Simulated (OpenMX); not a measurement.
Consider SnSe.

```xyz
4
Lattice="0.0000 2.9693 -2.9693 5.9386 0.0000 0.0000 0.0000 -2.9693 -2.9693" Properties=species:S:1:pos:R:3 pbc="T T T"
Sn    2.9693    0.0000   -2.9693
Sn    0.0000    0.0000    0.0000
Se    2.9693   -2.9340   -2.9340
Se    0.0000    0.0354   -2.9340
```

Space group Imm2; changed on purpose from its base cell (atom 2 moved by [0.0, 0.0354, 0.0354] A); spin-polarised.

These are results of Kohn-Sham DFT of a periodic cell, LDA-PW92, OpenMX 2013 LDA set in OpenMX, not measurements.

Q: What can the converged valence pseudo-density tell about the bonding?

A: Sn–Se (2.93 Å): ρ at the midpoint is about 0.24 e/Å³.
Sn–Se (3.00 Å): ρ at the midpoint is about 0.21 e/Å³.

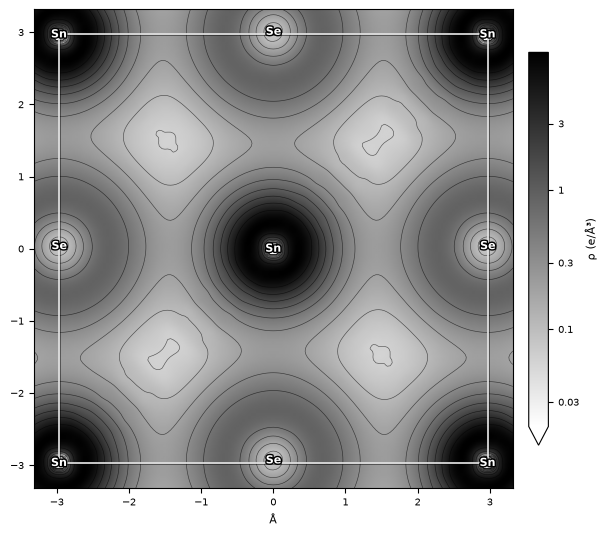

Computed valence pseudo-density on the (101) plane of the conventional cell. 

In a pseudopotential calculation such maps are meaningful between the atoms, not at the nuclei.
